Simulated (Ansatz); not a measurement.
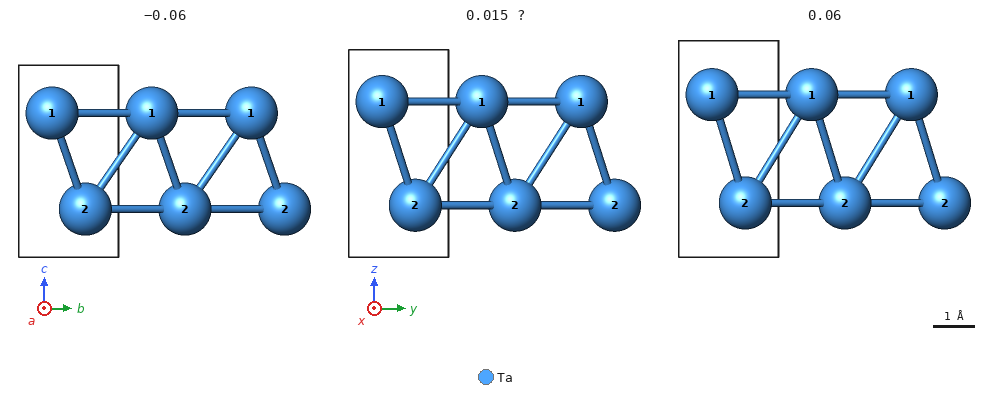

Solid Ta (P6_3/mmc): the cell is strained along z alone, with the atoms kept at their fractional coordinates. x, y and z are the Cartesian axes of the input. The picture is a ball-and-stick view of the cell of the calculation, repeated 3 × 3 × 1 with one cell outlined, seen along the a axis.

All numbers below come from DFT PBEsol, scalar-relativistic, plane waves, PAW (Ansatz). (plane-wave cutoff 420 eV; k-point mesh 24 × 24 × 12; occupations gaussian; smearing width 0.15 eV; no spin polarisation). Energies (free energies at the smearing named) are counted from the relaxed crystal.

| strain | E − E(ref) (meV/atom) |
| --- | --- |
| −0.0600 | 68.7 |
| −0.0450 | 38.0 |
| −0.0300 | 16.5 |
| −0.0150 | 4.0 |
| 0.0000 | 0.0 |
| 0.0150 | ? |
| 0.0300 | 15.6 |
| 0.0450 | 33.9 |
| 0.0525 | 45.4 |
| 0.0600 | 58.4 |

Estimate the missing energy from the other rows, and compare with the calculation.

Answer. A straight line between the two neighbours gives 7.8 meV/atom. A cubic through the four nearest rows (−0.0150, 0.0000, 0.0300, 0.0450) gives, with Lagrange weights, (−0.1667)(4.0) + (0.6667)(0.0) + (0.6667)(15.6) + (−0.1667)(33.9) = 4.1 meV/atom. The calculation gives 4.1 meV/atom, so the cubic is right to the digits shown and the straight line 3.7 meV/atom too high, as the curve bends upwards here.

The whole profile:

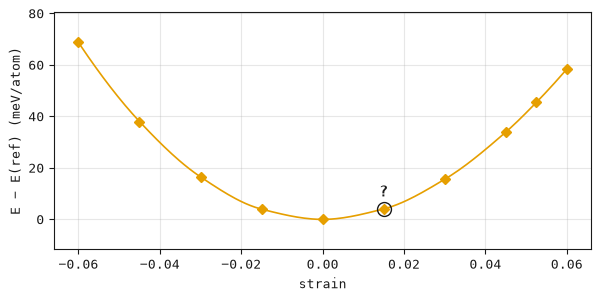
